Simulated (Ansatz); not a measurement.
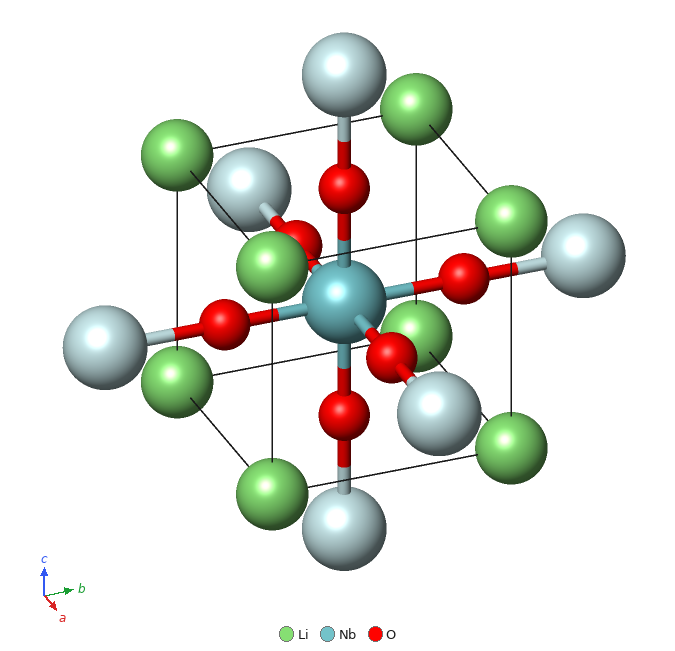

This ball-and-stick model is shown from a general direction. The frame is the simulation cell; atoms at its boundary are shown with their periodic copies. Periodic images bonded to atoms of the box are shown as well, in fainter colours.

Here is the input:
```yaml
crystal:
  lattice:
    - [3.8741708272, 0.0, 0.0]
    - [0.0, 3.9331683525, 0.0]
    - [0.0, 0.0, 3.9331683525]
  atoms:
    - { symbol: Li, position: [0.0, 0.0, 0.0] }
    - { symbol: Nb, position: [0.5, 0.5, 0.5] }
    - { symbol: O, position: [0.5, 0.5, 0.0] }
    - { symbol: O, position: [0.5, 0.0, 0.5] }
    - { symbol: O, position: [0.0, 0.5, 0.5] }
kpoints:
  mp_grid: { grid: [4, 4, 4] }
  band_path:
    path: [[0.0, 0.0, 0.0], [0.0, 0.5, 0.0], [0.5, 0.5, 0.0], [0.5, 0.5, 0.5]]
    npoints: 1
hamiltonian:
  xc: hse06
scf:
  occupations: { method: fixed }
  n_extra_bands: 5
output:
  forces: true
  stress: true
  eigenvalues: true
```

Computed with Ansatz 0.2.0, DFT, HSE06, plane waves, PAW. Settings: plane waves up to 420 eV, 4×4×4 k-mesh, no spin polarisation.

Question: What does the calculation say: metal or gapped?

Answer: An insulator at this level, with a gap of 3.02 eV, indirect; the smallest direct gap is 3.93 eV.

Question: How far is the cell from zero pressure?

Answer: The computed pressure is 0.3 GPa (compressed: it would expand). The stress isn't hydrostatic: its largest component is 4.2 GPa.

The initial geometry was a structure type filled with these elements by a generator (whether the compound takes this form wasn't checked). The cell was then strained or its atoms displaced on purpose. It went into a calculation with Ansatz.
